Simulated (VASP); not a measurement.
# Run report: B12N11, geometry relaxation (part 1 of 6)

B12N11 (defect cell, 23 atoms in the cell), computed with Kohn-Sham DFT of a periodic cell, PBEsol, VASP PAW PBE potentials, recommended, spin-polarised (VASP 6.6.1).

The structure derives from an entry of the Crystallography Open Database. It belongs to a series of runs on one base structure; here: atoms moved at random by about 0.05 A.

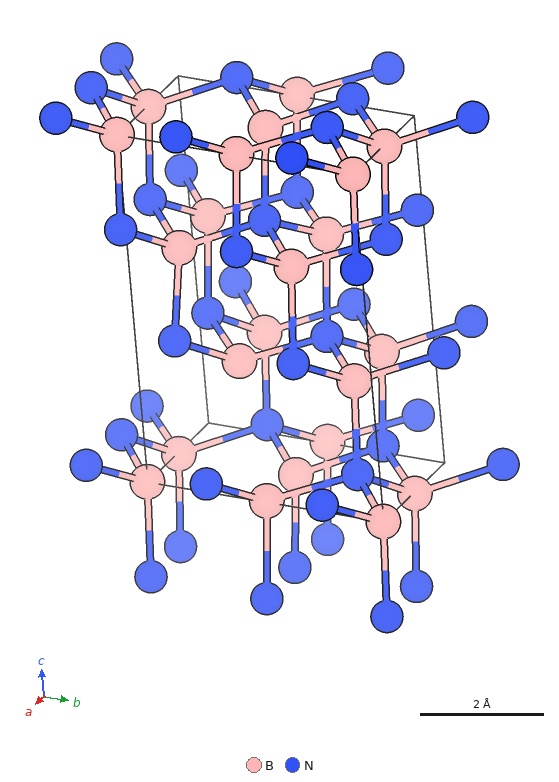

**Figure 1.** The structure as given in the input (ball-and-stick view of the reduced cell, seen slightly off an axis; bonded neighbours outside the cell are drawn too). An atom can appear more than once, as a periodic image.

**INCAR**
```
PREC = Accurate
ENCUT = 450
EDIFF = 1E-5
ISMEAR = 0
SIGMA = 0.03
LREAL = Auto
LASPH = True
NELM = 120
ALGO = Normal
ISIF = 2
LWAVE = False
LCHARG = False
ISPIN = 2
MAGMOM = 0.5 0.5 0.5 0 0.5 0 0 0 0 0 0 0 0 0 0 0 0 0 0 0 0 0 0
LORBIT = 11
NUPDOWN = 2
GGA = PS
IBRION = 2
NSW = 60
EDIFFG = -0.03
NELECT = 92.0
ISYM = 0
KPAR = 4
```

**KPOINTS**
```
Automatic mesh
0
Gamma
  3 4 4
```

**POSCAR**
```
B12N11
1.0
    0.0000000000      5.4225000000      5.4225000000
    3.6150000000      0.0000000000      3.6150000000
    3.6150000000      3.6150000000      0.0000000000
B N
12 11
Direct
   -0.0007440000     -0.0146240000      0.0105050000
   -0.0046220000      0.0118690000      0.4935910000
    0.0032460000      0.4996110000      0.0004020000
   -0.0018330000      0.5095970000      0.4959680000
    0.3311090000      0.0072070000      0.0059370000
    0.3303160000      0.0005180000      0.4916160000
    0.3304760000      0.5019810000     -0.0003220000
    0.3280160000      0.5013970000      0.4954420000
    0.6768820000      0.0009800000     -0.0074310000
    0.6647430000     -0.0054660000      0.5134060000
    0.6720060000      0.4969320000     -0.0009430000
    0.6686260000      0.4896830000      0.4937010000
    0.0781910000      0.1131600000      0.6321900000
    0.0845380000      0.6431760000      0.1192550000
    0.0834990000      0.6263310000      0.6240140000
    0.4055680000      0.1354640000      0.1318300000
    0.4187970000      0.1192040000      0.6196630000
    0.4149260000      0.6303190000      0.1239970000
    0.4125410000      0.6297960000      0.6187330000
    0.7478920000      0.1209630000      0.1405960000
    0.7484030000      0.1252450000      0.6216750000
    0.7439660000      0.6291570000      0.1304920000
    0.7507250000      0.6278310000      0.6297640000
```

Hardware: 4 threads of Intel Xeon @ 2.50GHz (Skylake/Cascade Lake), 96 GiB of memory available, shared host.

Run as:
```bash
cat potpaw_PBE.64/B/POTCAR potpaw_PBE.64/N/POTCAR > POTCAR
mpirun -np 4 vasp_std > vasp.out
```

**OSZICAR**
```
N       E                     dE             d eps       ncg     rms          rms(c)
DAV:   1     0.354499529309E+03    0.35450E+03   -0.45664E+04  6136   0.136E+03
DAV:   2    -0.179306712289E+03   -0.53381E+03   -0.51790E+03  7756   0.303E+02
DAV:   3    -0.202138317237E+03   -0.22832E+02   -0.22623E+02  7656   0.661E+01
DAV:   4    -0.202405894025E+03   -0.26758E+00   -0.26613E+00  7608   0.716E+00
DAV:   5    -0.202409869289E+03   -0.39753E-02   -0.39690E-02  7616   0.784E-01    0.221E+01
DAV:   6    -0.192854109566E+03    0.95558E+01   -0.31165E+01  7120   0.203E+01    0.108E+01
DAV:   7    -0.192009405069E+03    0.84470E+00   -0.16836E+00  7440   0.557E+00    0.642E+00
DAV:   8    -0.191767430330E+03    0.24197E+00   -0.50553E-01  7128   0.282E+00    0.125E+00
DAV:   9    -0.191774502018E+03   -0.70717E-02   -0.32009E-02  7264   0.853E-01    0.488E-01
DAV:  10    -0.191774016562E+03    0.48546E-03   -0.60863E-03  7464   0.307E-01    0.218E-01
DAV:  11    -0.191774123423E+03   -0.10686E-03   -0.89210E-04  7432   0.126E-01    0.811E-02
DAV:  12    -0.191774140434E+03   -0.17011E-04   -0.22468E-04  7304   0.710E-02    0.295E-02
DAV:  13    -0.191774148861E+03   -0.84274E-05   -0.42109E-05  6520   0.317E-02
   1 F= -.19177415E+03 E0= -.19177341E+03  d E =-.191774E+03  mag=     2.0000
       N       E                     dE             d eps       ncg     rms          rms(c)
DAV:   1    -0.190989481961E+03    0.78466E+00   -0.45304E+02  6551   0.983E+01    0.741E+00
DAV:   2    -0.191966753169E+03   -0.97727E+00   -0.13608E+01  7664   0.164E+01    0.361E+00
DAV:   3    -0.191828012404E+03    0.13874E+00   -0.33721E-01  7680   0.292E+00    0.270E+00
DAV:   4    -0.191772443461E+03    0.55569E-01   -0.17688E-01  7424   0.195E+00    0.894E-01
DAV:   5    -0.191769535734E+03    0.29077E-02   -0.28588E-02  7568   0.845E-01    0.366E-01
DAV:   6    -0.191769645353E+03   -0.10962E-03   -0.52375E-03  7488   0.347E-01    0.184E-01
DAV:   7    -0.191769658754E+03   -0.13401E-04   -0.37369E-04  7280   0.110E-01    0.890E-02
DAV:   8    -0.191769646512E+03    0.12242E-04   -0.58288E-05  7568   0.358E-02    0.315E-02
DAV:   9    -0.191769645634E+03    0.87739E-06   -0.17903E-05  5064   0.218E-02
   2 F= -.19176965E+03 E0= -.19176885E+03  d E =0.450323E-02  mag=     2.0000
       N       E                     dE             d eps       ncg     rms          rms(c)
DAV:   1    -0.192438809145E+03   -0.66916E+00   -0.12006E+02  6226   0.503E+01    0.287E+00
DAV:   2    -0.192615848796E+03   -0.17704E+00   -0.28070E+00  7616   0.744E+00    0.154E+00
DAV:   3    -0.192583492137E+03    0.32357E-01   -0.79278E-02  7664   0.145E+00    0.996E-01
DAV:   4    -0.192573279014E+03    0.10213E-01   -0.42765E-02  7544   0.950E-01    0.323E-01
DAV:   5    -0.192573106708E+03    0.17231E-03   -0.60662E-03  7408   0.386E-01    0.162E-01
DAV:   6    -0.192573151384E+03   -0.44676E-04   -0.10684E-03  7504   0.156E-01    0.827E-02
DAV:   7    -0.192573145790E+03    0.55935E-05   -0.78067E-05  7256   0.488E-02
   3 F= -.19257315E+03 E0= -.19257223E+03  d E =-.798997E+00  mag=     2.0000
       N       E                     dE             d eps       ncg     rms          rms(c)
DAV:   1    -0.192608899100E+03   -0.35748E-01   -0.32407E+01  6352   0.262E+01    0.131E+00
DAV:   2    -0.192655798583E+03   -0.46899E-01   -0.70535E-01  7696   0.369E+00    0.749E-01
DAV:   3    -0.192646701093E+03    0.90975E-02   -0.17127E-02  7512   0.744E-01    0.428E-01
DAV:   4    -0.192644519241E+03    0.21819E-02   -0.13101E-02  7456   0.535E-01    0.142E-01
DAV:   5    -0.192644554774E+03   -0.35532E-04   -0.16974E-03  7296   0.210E-01    0.900E-02
DAV:   6    -0.192644579164E+03   -0.24390E-04   -0.26345E-04  7432   0.766E-02    0.387E-02
DAV:   7    -0.192644573424E+03    0.57395E-05   -0.20393E-05  4792   0.240E-02
   4 F= -.19264457E+03 E0= -.19264399E+03  d E =-.714276E-01  mag=     2.0000
       N       E                     dE             d eps       ncg     rms          rms(c)
DAV:   1    -0.192666417212E+03   -0.21838E-01   -0.35897E+00  6304   0.876E+00    0.401E-01
DAV:   2    -0.192671525117E+03   -0.51079E-02   -0.77967E-02  7696   0.123E+00    0.254E-01
DAV:   3    -0.192670451137E+03    0.10740E-02   -0.19557E-03  7504   0.252E-01    0.141E-01
DAV:   4    -0.192670202041E+03    0.24910E-03   -0.15112E-03  7440   0.181E-01    0.470E-02
DAV:   5    -0.192670205119E+03   -0.30778E-05   -0.19587E-04  7304   0.708E-02    0.324E-02
DAV:   6    -0.192670207265E+03   -0.21459E-05   -0.27133E-05  5584   0.253E-02
   5 F= -.19267021E+03 E0= -.19266957E+03  d E =-.970615E-01  mag=     2.0000
       N       E                     dE             d eps       ncg     rms          rms(c)
DAV:   1    -0.192695014468E+03   -0.24809E-01   -0.48127E+00  6136   0.103E+01    0.435E-01
DAV:   2    -0.192701650222E+03   -0.66358E-02   -0.85476E-02  7664   0.127E+00    0.263E-01
DAV:   3    -0.192700892109E+03    0.75811E-03   -0.18136E-03  7560   0.235E-01    0.156E-01
DAV:   4    -0.192700637838E+03    0.25427E-03   -0.14823E-03  7416   0.182E-01    0.567E-02
DAV:   5    -0.192700651646E+03   -0.13807E-04   -0.20971E-04  7256   0.794E-02    0.331E-02
DAV:   6    -0.192700653698E+03   -0.20527E-05   -0.53115E-05  7280   0.334E-02
   6 F= -.19270065E+03 E0= -.19270001E+03  d E =-.304464E-01  mag=     2.0000
       N       E                     dE             d eps       ncg     rms          rms(c)
DAV:   1    -0.192701007705E+03   -0.35606E-03   -0.83307E-02  6298   0.136E+00    0.600E-02
DAV:   2    -0.192701126220E+03   -0.11851E-03   -0.14723E-03  7672   0.166E-01    0.345E-02
DAV:   3    -0.192701114582E+03    0.11638E-04   -0.28585E-05  6024   0.300E-02    0.205E-02
DAV:   4    -0.192701110965E+03    0.36173E-05   -0.24823E-05  5032   0.244E-02
   7 F= -.19270111E+03 E0= -.19270046E+03  d E =-.309037E-01  mag=     2.0000
       N       E                     dE             d eps       ncg     rms          rms(c)
DAV:   1    -0.192707227064E+03   -0.61125E-02   -0.28057E+00  6136   0.786E+00    0.310E-01
DAV:   2    -0.192710669815E+03   -0.34428E-02   -0.47215E-02  7600   0.935E-01    0.192E-01
DAV:   3    -0.192710227180E+03    0.44263E-03   -0.12441E-03  7416   0.187E-01    0.106E-01
DAV:   4    -0.192710098366E+03    0.12881E-03   -0.65171E-04  7488   0.121E-01    0.442E-02
DAV:   5    -0.192710116547E+03   -0.18181E-04   -0.93625E-05  7256   0.516E-02    0.231E-02
DAV:   6    -0.192710116381E+03    0.16584E-06   -0.14742E-05  4648   0.193E-02
   8 F= -.19271012E+03 E0= -.19270931E+03  d E =-.900542E-02  mag=     2.0000
       N       E                     dE             d eps       ncg     rms          rms(c)
DAV:   1    -0.192710312394E+03   -0.19585E-03   -0.57850E-02  6178   0.113E+00    0.434E-02
DAV:   2    -0.192710380148E+03   -0.67754E-04   -0.96315E-04  7600   0.134E-01    0.277E-02
DAV:   3    -0.192710370355E+03    0.97929E-05   -0.25336E-05  5485   0.274E-02
   9 F= -.19271037E+03 E0= -.19270958E+03  d E =-.925939E-02  mag=     2.0000
       N       E                     dE             d eps       ncg     rms          rms(c)
DAV:   1    -0.192711835410E+03   -0.14553E-02   -0.58339E-01  6136   0.355E+00    0.152E-01
DAV:   2    -0.192712594704E+03   -0.75929E-03   -0.11006E-02  7688   0.454E-01    0.913E-02
DAV:   3    -0.192712492668E+03    0.10204E-03   -0.31758E-04  7432   0.930E-02    0.500E-02
DAV:   4    -0.192712464973E+03    0.27695E-04   -0.13672E-04  7480   0.552E-02    0.236E-02
DAV:   5    -0.192712468489E+03   -0.35163E-05   -0.18342E-05  5504   0.234E-02
  10 F= -.19271247E+03 E0= -.19271162E+03  d E =-.209813E-02  mag=     2.0000
       N       E                     dE             d eps       ncg     rms          rms(c)
DAV:   1    -0.192712494696E+03   -0.29723E-04   -0.73625E-03  6202   0.398E-01    0.151E-02
DAV:   2    -0.192712503168E+03   -0.84722E-05   -0.14122E-04  7688   0.512E-02    0.106E-02
DAV:   3    -0.192712501526E+03    0.16417E-05   -0.36295E-06  4336   0.103E-02
  11 F= -.19271250E+03 E0= -.19271166E+03  d E =-.213117E-02  mag=     2.0000
       N       E                     dE             d eps       ncg     rms          rms(c)
DAV:   1    -0.192713078284E+03   -0.57512E-03   -0.10424E-01  6142   0.151E+00    0.727E-02
DAV:   2    -0.192713229763E+03   -0.15148E-03   -0.19852E-03  7616   0.193E-01    0.415E-02
DAV:   3    -0.192713209858E+03    0.19905E-04   -0.66208E-05  7352   0.436E-02    0.233E-02
DAV:   4    -0.192713205632E+03    0.42258E-05   -0.29511E-05  5744   0.258E-02
  12 F= -.19271321E+03 E0= -.19271231E+03  d E =-.704105E-03  mag=     2.0000
       N       E                     dE             d eps       ncg     rms          rms(c)
DAV:   1    -0.192713230133E+03   -0.20275E-04   -0.64819E-03  6238   0.376E-01    0.218E-02
DAV:   2    -0.192713239302E+03   -0.91695E-05   -0.12332E-04  7600   0.484E-02    0.120E-02
DAV:   3    -0.192713238030E+03    0.12719E-05   -0.39908E-06  4728   0.117E-02
  13 F= -.19271324E+03 E0= -.19271233E+03  d E =-.736504E-03  mag=     2.0000
       N       E                     dE             d eps       ncg     rms          rms(c)
DAV:   1    -0.192713524865E+03   -0.28556E-03   -0.83031E-02  6136   0.134E+00    0.648E-02
DAV:   2    -0.192713649795E+03   -0.12493E-03   -0.14779E-03  7632   0.164E-01    0.369E-02
DAV:   3    -0.192713631536E+03    0.18259E-04   -0.44524E-05  6424   0.357E-02    0.198E-02
DAV:   4    -0.192713627863E+03    0.36734E-05   -0.27506E-05  5440   0.238E-02
  14 F= -.19271363E+03 E0= -.19271272E+03  d E =-.389832E-03  mag=     2.0000
       N       E                     dE             d eps       ncg     rms          rms(c)
DAV:   1    -0.192713638001E+03   -0.64654E-05   -0.39704E-03  6280   0.293E-01    0.169E-02
DAV:   2    -0.192713644317E+03   -0.63158E-05   -0.72107E-05  7576   0.365E-02
  15 F= -.19271364E+03 E0= -.19271273E+03  d E =-.406287E-03  mag=     2.0000
       N       E                     dE             d eps       ncg     rms          rms(c)
DAV:   1    -0.192713813236E+03   -0.17523E-03   -0.58575E-02  6142   0.111E+00    0.573E-02
DAV:   2    -0.192713883291E+03   -0.70055E-04   -0.10978E-03  7592   0.141E-01    0.317E-02
DAV:   3    -0.192713870012E+03    0.13279E-04   -0.47584E-05  6560   0.359E-02    0.162E-02
DAV:   4    -0.192713868743E+03    0.12695E-05   -0.17076E-05  5232   0.185E-02
  16 F= -.19271387E+03 E0= -.19271297E+03  d E =-.224426E-03  mag=     2.0000
```

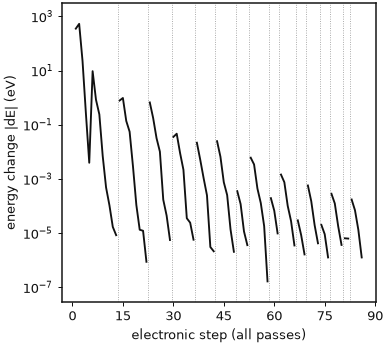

**Figure 2.** Convergence of the self-consistent field: energy change |dE| against the electronic step. Each stretch between dotted lines is the SCF of one geometry step of a relaxation. The 16 ionic steps take 2 to 13 electronic steps each. The density is held fixed in the first few steps, and dE rises again when its update begins.

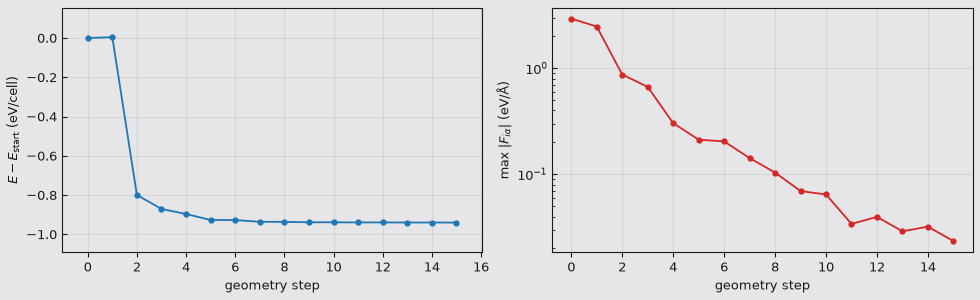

**Figure 3.** Progress of the relaxation, step by step (steps are counted from 0).

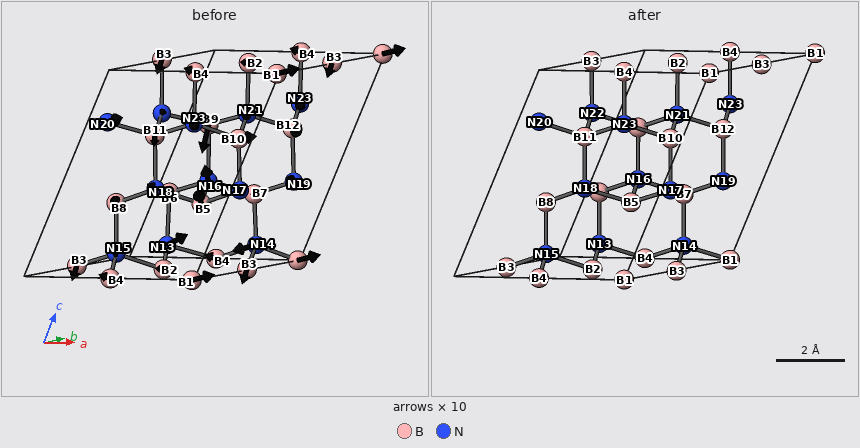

**Figure 4.** Before (left) and after (right) the relaxation, at one scale (ball-and-stick view of the reduced cell, seen at an oblique angle). The black arrows give the displacements, magnified 10 times. Over 15 geometry steps the energy falls by 0.940 eV per cell of the calculation. Largest force component: 2.9 eV/Å at the start, 0.023 eV/Å at the end. The largest move is that of B9, 0.089 Å. By element the largest moves are B 0.089 Å, N 0.086 Å. The lattice vectors keep their values. Among the contacts that change: B1–N14 1.430 → 1.573 Å, B9–N16 1.699 → 1.559 Å, B4–N13 1.656 → 1.556 Å, B12–N23 1.659 → 1.569 Å. Among the angles that change: B1–N20–B9 104.2° → 111.4°, N20–B9–N21 115.7° → 108.9°, B1–N14–B7 114.9° → 109.1°. (Atoms are counted from 1 in the order of the input.)

**Parts of OUTCAR**
```
PREC = Accurate
   ENCUT = 450
   EDIFF = 1E-5
   ISMEAR = 0
   LREAL = Auto
   LASPH = True
   NELM = 120
   ISIF = 2
   ISPIN = 2
   LORBIT = 11
   NUPDOWN = 2
   GGA = PS
   IBRION = 2
   NSW = 60
   EDIFFG = -0.03
   NELECT = 92.0
   ISYM = 0

 ion  position               nearest neighbor table
   1  0.999  0.985  0.011-  14 1.43  20 1.58  13 1.58
   2  0.995  0.012  0.494-  13 1.52  21 1.55  15 1.61
   3  0.003  0.500  0.000-  15 1.57  14 1.61  22 1.62
   4  0.998  0.510  0.496-  23 1.55  15 1.56  14 1.57  13 1.66
   5  0.331  0.007  0.006-  16 1.53  18 1.57  17 1.61
   6  0.330  0.001  0.492-  16 1.50  19 1.55  13 1.58  17 1.58
   7  0.330  0.502  1.000-  16 1.53  14 1.54  18 1.58  19 1.59
   8  0.328  0.501  0.495-  15 1.53  18 1.55  19 1.58  17 1.60
   9  0.677  0.001  0.993-  21 1.55  22 1.56  20 1.57  16 1.70
  10  0.665  0.995  0.513-  21 1.52  23 1.53  17 1.54  20 1.56
  11  0.672  0.497  0.999-  23 1.54  22 1.55  20 1.57  18 1.61
  12  0.669  0.490  0.494-  22 1.52  21 1.52  19 1.60  23 1.66
  13  0.078  0.113  0.632-   2 1.52   1 1.58   6 1.58   4 1.66
  14  0.085  0.643  0.119-   1 1.43   7 1.54   4 1.57   3 1.61
  15  0.083  0.626  0.624-   8 1.53   4 1.56   3 1.57   2 1.61
  16  0.406  0.135  0.132-   6 1.50   5 1.53   7 1.53   9 1.70
  17  0.419  0.119  0.620-  10 1.54   6 1.58   8 1.60   5 1.61
  18  0.415  0.630  0.124-   8 1.55   5 1.57   7 1.58  11 1.61
  19  0.413  0.630  0.619-   6 1.55   8 1.58   7 1.59  12 1.60
  20  0.748  0.121  0.141-  10 1.56   9 1.57  11 1.57   1 1.58
  21  0.748  0.125  0.622-  12 1.52  10 1.52   2 1.55   9 1.55
  22  0.744  0.629  0.130-  12 1.52  11 1.55   9 1.56   3 1.62
  23  0.751  0.628  0.630-  10 1.53  11 1.54   4 1.55  12 1.66

IMPORTANT INFORMATION: All symmetrisations will be switched off!
NOSYMM: (Re-)initialisation of all symmetry stuff for point group C_1.

----------------------------------------------------------------------------------------

                                     Primitive cell

  volume of cell :     141.7249

  direct lattice vectors                    reciprocal lattice vectors
     0.000000000  5.422500000  5.422500000    -0.092208391  0.092208391  0.092208391
     3.615000000  0.000000000  3.615000000     0.138312586 -0.138312586  0.138312586
     3.615000000  3.615000000  0.000000000     0.138312586  0.138312586 -0.138312586

  length of vectors
     7.668573042  5.112382028  5.112382028     0.159709618  0.239564427  0.239564427

  position of ions in fractional coordinates (direct lattice)
     0.999256000  0.985376000  0.010505000
     0.995378000  0.011869000  0.493591000
     0.003246000  0.499611000  0.000402000
     0.998167000  0.509597000  0.495968000
     0.331109000  0.007207000  0.005937000
     0.330316000  0.000518000  0.491616000
     0.330476000  0.501981000  0.999678000
     0.328016000  0.501397000  0.495442000
     0.676882000  0.000980000  0.992569000
     0.664743000  0.994534000  0.513406000
     0.672006000  0.496932000  0.999057000
     0.668626000  0.489683000  0.493701000
     0.078191000  0.113160000  0.632190000
     0.084538000  0.643176000  0.119255000
     0.083499000  0.626331000  0.624014000
     0.405568000  0.135464000  0.131830000
     0.418797000  0.119204000  0.619663000
     0.414926000  0.630319000  0.123997000
     0.412541000  0.629796000  0.618733000
     0.747892000  0.120963000  0.140596000
     0.748403000  0.125245000  0.621675000
     0.743966000  0.629157000  0.130492000
     0.750725000  0.627831000  0.629764000

  ion indices of the primitive-cell ions
   primitive index   ion index
                 1           1
                 2           2
                 3           3
                 4           4
                 5           5
                 6           6
                 7           7
                 8           8
                 9           9
                10          10
                11          11
                12          12
                13          13
                14          14
                15          15
                16          16
                17          17
                18          18
                19          19
                20          20
                21          21
                22          22
                23          23
```
